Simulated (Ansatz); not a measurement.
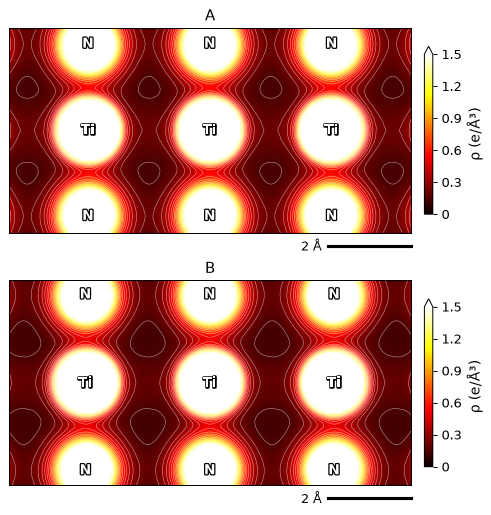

TiN. The valence charge density (pseudo) of two cells that differ in size, on the (011̄) plane of each (indices in the axes of the calculation cell), at one length scale and on one colour scale: B has 9.6 Å³ an atom and A 9.0.

Theory: DFT, PBEsol, PAW with Ansatz's default frozen-core files, scalar-relativistic in Ansatz.

The larger cell:

```cif
data_structure
_symmetry_space_group_name_H-M 'P 1'
_symmetry_Int_Tables_number 1
_cell_length_a 3.0010
_cell_length_b 3.0010
_cell_length_c 3.0010
_cell_angle_alpha 60.000
_cell_angle_beta 60.000
_cell_angle_gamma 60.000
_cell_volume 19.11
loop_
_atom_site_label
_atom_site_type_symbol
_atom_site_fract_x
_atom_site_fract_y
_atom_site_fract_z
_atom_site_occupancy
Ti1 Ti 0.00000 0.00000 0.00000 1
N1 N 0.50000 0.50000 0.50000 1
```

The smaller cell: a = 2.940 Å, b = 2.940 Å, c = 2.940 Å, α = 60.00°, β = 60.00°, γ = 60.00°.

What does the compression do to the bonding and the properties?

Answer. From the larger cell to the smaller, Ti–N goes from 2.12 to 2.08 Å, and the density at its midpoint from 0.51 to 0.56 e/Å³; the pressure goes from −8 to 11 GPa.
